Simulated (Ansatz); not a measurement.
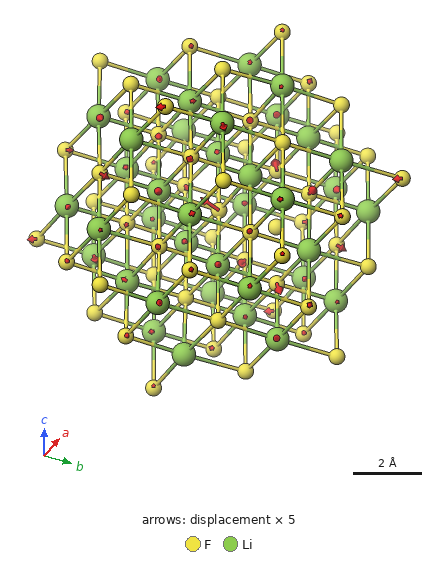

A relaxation of a defect cell of composition F33Li31 (cell charge +2). The starting structure is drawn; red arrows show the displacements, 5 times their true length.

A ball-and-stick model of the atoms within 5.8 Å of the atom that moves most (axes of the cell of the calculation), seen from a free direction.

Method: DFT, PBEsol, PAW, plane waves (Ansatz). (plane-wave cutoff 420 eV; k-point mesh 1 × 1 × 1; mesh shifted by (0.25, 0.25, 0.25); no spin polarisation; atoms relaxed in a fixed cell; force threshold 0.03 eV/Å; at most 80 steps)

> Which element moves most?

Fluorine: up to 0.14 Å, against 0.07 Å for lithium.

> Describe the change and its energy.

After 3 geometry steps the energy has fallen by 0.491 eV per cell of the calculation. Largest force component: 1.2 eV/Å at the start, 0.023 eV/Å at the end. The largest move is that of an F atom, 0.14 Å along [0 −3 1]. Largest moves by element: F 0.14 Å, Li 0.07 Å. The cell stays as it was. Near-neighbour distances that change, for instance: F–Li 2.028 → 1.895 Å, F–Li 2.017 → 1.909 Å, F–Li 1.908 → 2.013 Å, F–Li 2.085 → 1.993 Å. Bond angles that change, for instance: F–Li–F 88.2° → 94.5°, F–Li–F 89.1° → 95.0°, Li–F–Li 86.6° → 92.4°.

Limits of the set-up: the periodic images lie only 8.0 Å apart, so the values are limited by the cell's size; the cell is charged, on a uniform background, and energies carry no finite-size correction.
